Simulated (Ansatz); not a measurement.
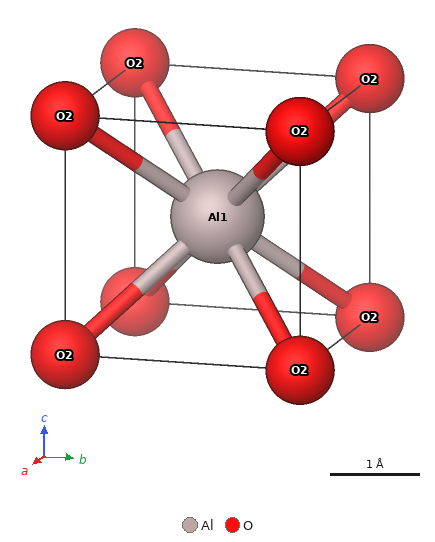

Figure 1. The input geometry of run 1 (ball-and-stick view of the cell of the calculation, seen slightly off an axis; atoms are numbered from 1 in the order of the input). An atom can appear more than once, as a periodic image. Near neighbours in the periodic cell (some may lie outside the picture): Al has 8 O at 2.40 Å; O has 8 Al at 2.40 Å.

# AlO: a changed input and its effect

System: AlO (Pm-3m, 2 atoms in the cell).
Method of run 1: Kohn-Sham DFT of a periodic cell, LDA, Ansatz PAW, no spin polarisation (Ansatz 0.2.0).

The structure was built on a prototype by a generator; it need not be a known phase. Text and figures count atoms from 1; the logs count them from 0 in places.

**Input file, run 1**
```yaml
crystal:
  lattice:
    - [2.76919, 0.0, 0.0]
    - [0.0, 2.76919, 0.0]
    - [0.0, 0.0, 2.76919]
  atoms:
    - { symbol: Al, position: [0.5, 0.5, 0.5] }
    - { symbol: O, position: [0.0, 0.0, 0.0] }
hamiltonian:
  xc: lda
  pseudopotentials: { kind: paw }
kpoints:
  mp_grid: { grid: [10, 10, 10] }
scf:
  occupations: { method: fermi_dirac, width: 0.05 }
output:
  forces: true
  stress: true
  eigenvalues: true
  write_density: true
  write_potential: true
  elf: true
  volumetric_format: npy
relax:
  f_tol: 0.01
  max_steps: 40
  cell: { stress_tol: 0.05 }
```

Launched with:
```bash
ansatz run input.yaml --threads 2 --pin off --max-ram 5632MiB --backend cpu --events-out ev --progress --plain --runs-dir out
```

Hardware: 2 threads of Arm Neoverse V1, 24 GiB of memory available, shared host.

**Output, shortened to warnings, some set-up lines, iterations and results (run 1)**
```
Basis set: ecut = 420 eV, 437 PW (Γ)
Symmetry: 48 space group operations
k-points: 56 of 1000
Initial density: superposition of atomic densities (neutral atoms: chi_scale 0, normalization atom), corrected by the library's trained network
[...]
SCF iter   1: F=—  HF=-1067.151286 eV  |F-HF|=—  |Δ(HF+E_count)|=         —  Δρ=1.87e-2  dr2=7.32e-2  ethr=1.77e-3  ⟨swp⟩=5.1  Hψ=3377  notcnv=0
SCF iter   2: F=—  HF=-1067.140360 eV  |F-HF|=—  |Δ(HF+E_count)|=   1.09e-2  Δρ=1.16e-2  dr2=3.06e-2  ethr=8.14e-4  ⟨swp⟩=1.1  Hψ=957  notcnv=0
SCF iter   3: F=—  HF=-1067.133574 eV  |F-HF|=—  |Δ(HF+E_count)|=   6.79e-3  Δρ=1.30e-3  dr2=1.74e-4  ethr=3.40e-4  ⟨swp⟩=2.6  Hψ=844  notcnv=0
SCF iter   4: F=—  HF=-1067.133521 eV  |F-HF|=—  |Δ(HF+E_count)|=   5.21e-5  Δρ=2.89e-4  dr2=1.65e-5  ethr=1.93e-6  ⟨swp⟩=2.4  Hψ=737  notcnv=0
SCF iter   5: F=—  HF=-1067.133518 eV  |F-HF|=—  |Δ(HF+E_count)|=   3.66e-6  Δρ=4.32e-5  dr2=4.02e-7  ethr=1.84e-7  ⟨swp⟩=1.5  Hψ=566  notcnv=0
[... 48 lines ...]
SCF iter   6: F=-1067.168732 eV  HF=-1067.168732 eV  |F-HF|=2.27e-13  |Δ(HF+E_count)|=  4.55e-13  Δρ=3.34e-10  dr2=6.67e-18  ethr=1.00e-12  ⟨swp⟩=1.0  Hψ=504  notcnv=0
SCF iter   7: F=-1067.168732 eV  HF=-1067.168732 eV  |F-HF|=0.00e0  |Δ(HF+E_count)|=  2.27e-13  Δρ=2.23e-11  dr2=7.04e-20  ethr=1.00e-12  ⟨swp⟩=1.0  Hψ=504  notcnv=0
SCF iter   8: F=-1067.168732 eV  HF=-1067.168732 eV  |F-HF|=0.00e0  |Δ(HF+E_count)|=    0.00e0  Δρ=1.89e-12  dr2=2.65e-22  ethr=1.00e-12  ⟨swp⟩=1.1  Hψ=1271  notcnv=0
SCF 7 converged in 8 iterations: F = -1067.168732 eV  dr2 = 2.65e-22
relax step   7: F+E_penalty+E_count = -1067.16873243 eV  Δ(F+E_penalty+E_count) = +2.733e-4 eV  max|allowed force component| = 3.698e-32 eV/Å  Δτ_max = 0.0000 Å  P = -0.013 …
basis re-selected at this cell: Δ(F+E_penalty+E_count) = +2.733e-4 eV, ΔP = -0.012 GPa vs the last step (what re-selecting the basis moved, of the pressure what is left beyond the Pulay correction that the steps carried, after the strain that the cell walked since its last selection, with what the …
SCF converged after 8 iterations
Free energy (F): -1067.168732 eV
Harris-Foulkes:  -1067.168732 eV  (|F-HF|=0.00e0)
Internal energy: -1067.160960 eV  (E = F + TS)
E sigma→0 (E₀):  -1067.164846 eV
Entropy (-TS):   -0.007772 eV (-3.886 meV/atom)
Fermi energy:    10.977506 eV
--- Per-component energies (eV) ---
  E_band       = 16.807960
  E_kinetic    = 197.353922
  E_local      = -337.785362  (includes V_loc(G=0)·N_el)
  E_nonlocal   = 60.923515
  E_hartree    = 129.716838
  E_xc         = -112.643986
  E_vxc        = -123.575279  (∫ρ·V_xc dr)
  E_paw        = -589.214613  (= ΣΔE_a)
  E_vpaw       = -39.544876  (= ΣTr[D̂ρ^β])
  E_aug_tail   = 0.002365  (compensation charges beyond the density's cutoff)
  E_ewald      = -415.666277
  E_core_change = 0.152638  (= ΣΔE_core)
  E_smearing   = -0.007772  (= −TS)
  E_closure    = 0.000000  (closes the sum)
  Σ components = -1067.168732   (vs F -1067.168732, Δ=0.00e0)
--- Forces (eV/Å), atoms counted from 1 ---
  atom   1  Al    -0.00000000    -0.00000000    -0.00000000
  atom   2  O      0.00000000    -0.00000000    -0.00000000
  max |Σ_I F_I| component: 7.40e-32 eV/Å
--- Stress (GPa, compression-positive) ---
       -0.012544      -0.000000       0.000000
       -0.000000      -0.012544       0.000000
        0.000000       0.000000      -0.012544
  P = ⅓ Tr σ = -0.0125 GPa (-0.125 kbar)
--- Relaxed structure (5 steps of the walk, 5 accepted, 2 SCFs on fresh bases) ---
  F+E_penalty+E_count = -1067.16873243 eV   max|allowed force component| = 3.698e-32 eV/Å   (the final SCF, on the basis selected at the relaxed cell)
  cell:  # Å, volume = 19.9377 Å³
    - [2.7115946140479945, 1.5407439555097885e-33, -1.2839532962581572e-34]
    - [1.0271626370065257e-33, 2.7115946140479945, 9.629649721936178e-35]
    - [2.5679065925163143e-34, 9.629649721936178e-35, 2.7115946140479945]
  atoms:
    - { symbol: Al, position: [0.5, 0.5, 0.5] }
    - { symbol: O, position: [1.9766870912681387e-48, -2.264953958744742e-49, 1.1591415687062008e-35] }
```

The input of run 2 differs as follows (lines with − go, lines with + come):
```diff
-  xc: lda
+  xc: r2scan
-  cell: { stress_tol: 0.05 }
+  cell: { stress_tol: 0.05, p_target: 10.0 }
```

What does this change do to the results?

The total energies belong to different methods, so their difference says nothing on which is more stable or more accurate. The pressure goes from −0.01 to 10.04 GPa. The volume per atom goes from 9.97 to 9.68 Å³. The functional changes from LDA to r2SCAN. The SCF takes 30 iterations over all geometry steps against 44. The default cutoff goes from 420 to 500 eV with the change. On the same kind of shared host run 2 took about 1.8 times as long.

**Output, shortened to warnings, some set-up lines, iterations and results (run 2)**
```
Basis set: ecut = 500 eV, 515 PW (Γ), exchange–correlation on 96×96×96 points (64 copies of the dense FFT grid, shifted against one another)
Symmetry: 48 space group operations
k-points: 56 of 1000
Initial density: superposition of atomic densities (neutral atoms: chi_scale 0, normalization atom), corrected by the library's trained network
[...]
SCF iter   1: F=—  HF=-1107.428244 eV  |F-HF|=—  |Δ(HF+E_count)|=         —  Δρ=5.45e-3  dr2=8.48e-3  dr2_τ=3.10e-2  ethr=1.77e-3  ⟨swp⟩=5.2  Hψ=3443  notcnv=0
SCF iter   2: F=—  HF=-1107.497547 eV  |F-HF|=—  |Δ(HF+E_count)|=   6.93e-2  Δρ=4.48e-3  dr2=5.22e-3  dr2_τ=8.05e-5  ethr=9.42e-5  ⟨swp⟩=2.0  Hψ=1454  notcnv=0
SCF iter   3: F=—  HF=-1107.496817 eV  |F-HF|=—  |Δ(HF+E_count)|=   7.30e-4  Δρ=4.03e-3  dr2=2.72e-3  dr2_τ=3.48e-4  ethr=5.80e-5  ⟨swp⟩=2.3  Hψ=960  notcnv=0
SCF iter   4: F=—  HF=-1107.496329 eV  |F-HF|=—  |Δ(HF+E_count)|=   4.88e-4  Δρ=1.15e-3  dr2=2.61e-4  dr2_τ=4.93e-6  ethr=3.02e-5  ⟨swp⟩=1.8  Hψ=615  notcnv=0
SCF iter   5: F=—  HF=-1107.496384 eV  |F-HF|=—  |Δ(HF+E_count)|=   5.51e-5  Δρ=7.69e-4  dr2=1.34e-4  dr2_τ=5.79e-6  ethr=2.90e-6  ⟨swp⟩=1.0  Hψ=504  notcnv=0
[... 30 lines ...]
SCF iter   4: F=—  HF=-1107.465483 eV  |F-HF|=—  |Δ(HF+E_count)|=   9.84e-8  Δρ=4.63e-6  dr2=6.97e-10  dr2_τ=8.26e-10  ethr=4.82e-9  ⟨swp⟩=2.1  Hψ=659  notcnv=0
SCF iter   5: F=—  HF=-1107.465483 eV  |F-HF|=—  |Δ(HF+E_count)|=   3.19e-9  Δρ=1.13e-6  dr2=5.13e-11  dr2_τ=4.24e-11  ethr=7.74e-12  ⟨swp⟩=2.0  Hψ=768  notcnv=0
SCF iter   6: F=-1107.465483 eV  HF=-1107.465483 eV  |F-HF|=1.59e-12  |Δ(HF+E_count)|=  1.17e-10  Δρ=1.72e-7  dr2=4.01e-12  dr2_τ=4.11e-13  ethr=1.00e-12  ⟨swp⟩=5.1  Hψ=1796  …
SCF 5 converged in 6 iterations: F = -1107.465483 eV  dr2 = 4.01e-12
relax step   5: F+E_penalty+E_count = -1107.46548327 eV  Δ(F+E_penalty+E_count) = +1.004e-3 eV  max|allowed force component| = 8.628e-32 eV/Å  Δτ_max = 0.0000 Å  P = +10.045 …
basis re-selected at this cell: Δ(F+E_penalty+E_count) = +1.004e-3 eV, ΔP = +0.043 GPa vs the last step (what re-selecting the basis moved, of the pressure what is left beyond the Pulay correction that the steps carried, after the strain that the cell walked since its last selection, with what the …
SCF converged after 6 iterations
Free energy (F): -1107.465483 eV
Harris-Foulkes:  -1107.465483 eV  (|F-HF|=1.59e-12)
Internal energy: -1107.456269 eV  (E = F + TS)
E sigma→0 (E₀):  -1107.460876 eV
Entropy (-TS):   -0.009214 eV (-4.607 meV/atom)
Fermi energy:    12.060901 eV
--- Per-component energies (eV) ---
  E_band       = 16.667914
  E_kinetic    = 200.791549
  E_local      = -333.559946  (includes V_loc(G=0)·N_el)
  E_nonlocal   = 57.375221
  E_hartree    = 130.664738
  E_xc         = -110.876363
  E_vxc        = -138.861751  (∫ρ·V_xc dr)
  E_paw        = -632.026178  (= ΣΔE_a)
  E_vpaw       = -39.077324  (= ΣTr[D̂ρ^β])
  E_aug_tail   = 0.001007  (compensation charges beyond the density's cutoff)
  E_vtau       = 8.669723  (kinetic-family band-sum trace: ∫τ·v_τ [+ j·A + Jᵃ·Aᵃ] dr)
  E_ewald      = -419.734248
  E_core_change = -0.092049  (= ΣΔE_core)
  E_smearing   = -0.009214  (= −TS)
  E_closure    = 0.000000  (closes the sum)
  Σ components = -1107.465483   (vs F -1107.465483, Δ=0.00e0)
--- Forces (eV/Å), atoms counted from 1 ---
  atom   1  Al     0.00000000     0.00000000    -0.00000000
  atom   2  O     -0.00000000     0.00000000     0.00000000
  max |Σ_I F_I| component: 1.23e-31 eV/Å
--- Stress (GPa, compression-positive) ---
       10.044714       0.000000       0.000000
        0.000000      10.044714       0.000000
        0.000000       0.000000      10.044714
  P = ⅓ Tr σ = 10.0447 GPa (100.447 kbar)
--- Relaxed structure (4 steps of the walk, 4 accepted, 1 SCFs on fresh bases) ---
  F+E_penalty+E_count = -1107.46548327 eV   max|allowed force component| = 8.628e-32 eV/Å   (the final SCF, on the basis selected at the relaxed cell)
  cell:  # Å, volume = 19.3636 Å³
    - [2.6853144422924866, 5.216060266048763e-34, -2.6481536735324493e-34]
[...]
```

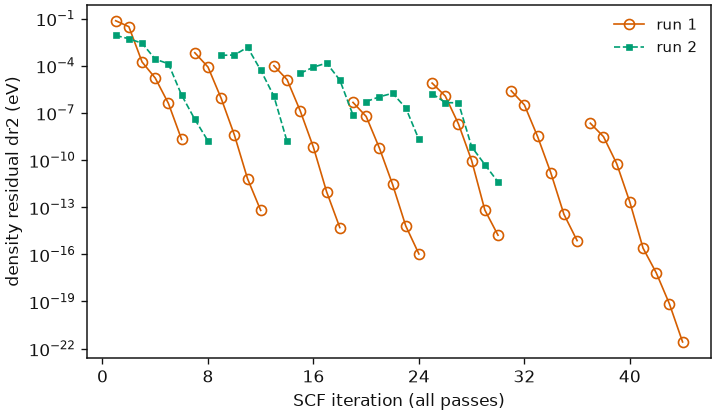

Figure 2. Convergence of the two runs: density residual dr2 against the SCF iteration. A break in a curve parts two SCF passes. Run 1 takes 44 iterations in all, and run 2 takes 30.

**The two runs side by side**

```csv
quantity,run 1,run 2
outcome,converged,converged
free energy per atom (eV),−533.5844,−553.7327
"energy per atom, smearing taken to zero (eV)",−533.5824,−553.7304
gap on the mesh (eV),0.00,0.00
pressure (GPa),−0.01,10.04
volume per atom (Å³),9.97,9.68
largest force (eV/Å),0.000,0.000
SCF iterations,44,30
irreducible k-points,56,56
wall time (shared host),3.6 s,6.5 s
```

For both runs: The cell holds an odd number of electrons but the run has no spin polarisation, so a band is left half filled. For run 2: The cell was relaxed to the target pressure of the input; what is minimised is then the enthalpy E + pV.
